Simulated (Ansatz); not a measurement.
## Electronic structure of CdS in real space

Input file:

```
crystal:
  lattice:
    - [0.0, 3.1428, 3.0264]
    - [3.1428, 0.0, 3.0264]
    - [3.1428, 3.1428, 0.0]
  atoms:
    - { symbol: Cd, position: [0.0, 0.0, 0.0] }
    - { symbol: S, position: [0.75, 0.75, 0.75] }
basis:
  ecutwfc: 420
kpoints:
  mp_grid: { grid: [8, 8, 8] }
hamiltonian:
  xc: pbe
scf:
  occupations: { method: gaussian, width: 0.05 }
output:
  forces: true
  stress: true
  eigenvalues: true
  write_density: true
  write_potential: true
  elf: true
  volumetric_format: npy
```

Command:

```sh
ansatz run input.yaml --threads 1 --pin off --max-ram 2560MiB --backend cpu --events-out ev --progress --plain --runs-dir out
```

Below, planes, directions and counts refer to the conventional cell (a = 4.44 Å, b = 4.44 Å, c = 6.05 Å, α = 90.00°, β = 90.00°, γ = 90.00°).

Space group I-4m2; changed on purpose from its base cell (strain +0.080 along x and y, +0.040 along z, atoms carried along); computed pressure about −5 GPa in this cell.

These are results of DFT PBE, scalar-relativistic, plane waves, PAW in Ansatz 0.2.0, not measurements.

In a PAW calculation such maps are meaningful between the atoms, not at the nuclei.

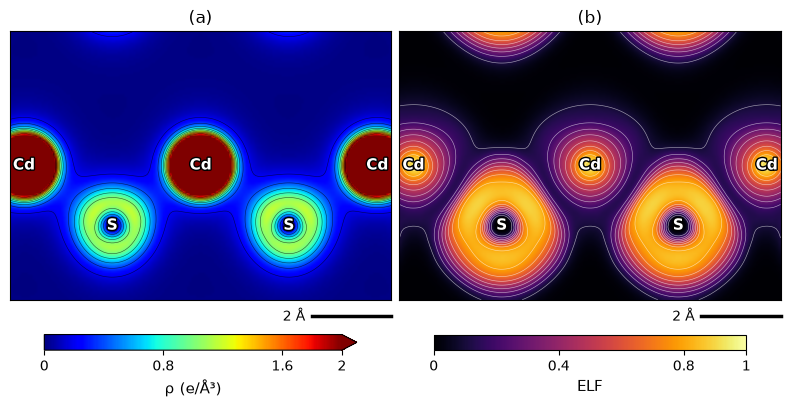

Figure 1. (a) valence pseudo-density; (b) electron localisation function on the (100) plane of the conventional cell.

**Read the bonding off the picture.**

The section cuts through Cd and S sites.
Cd–S (2.69 Å): ρ at the midpoint is about 0.32 e/Å³; the ELF peaks at about 0.90 in the valence shell of S, 0.8 Å from its nucleus, and drops to about 0.15 between the two atoms.
Between the atoms the lowest density in this plane is 0.007 e/Å³.
The features right at Cd lie inside the PAW spheres, where the map follows smoothed inner orbitals and isn't to be read closely.

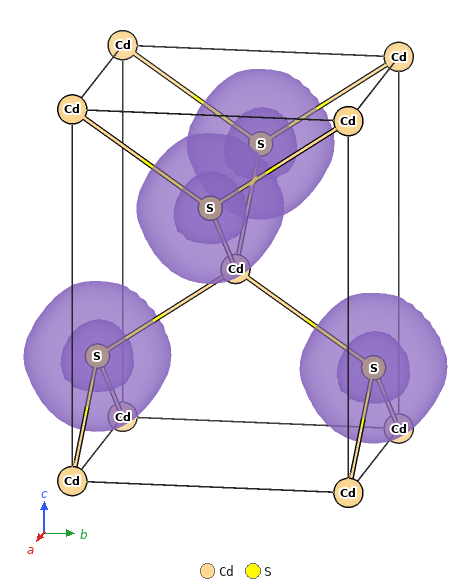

Figure 2. Isosurface of the ELF at 0.75 (purple), seen slightly off an axis. Core shells and regions of very low density are left out. Sticks mark near contacts.

**What do the ELF domains correspond to?**

The surface consists of two regions wrapped around S (the valence shell of each), counted in one cell of 4 atoms. Any copies at cell faces, edges or corners count once.

**Metal or insulator at this level of theory?**

It is gapped, with a Kohn–Sham gap of 0.66 eV on the k-point mesh (the band edges may lie off the mesh, which would make the gap smaller).
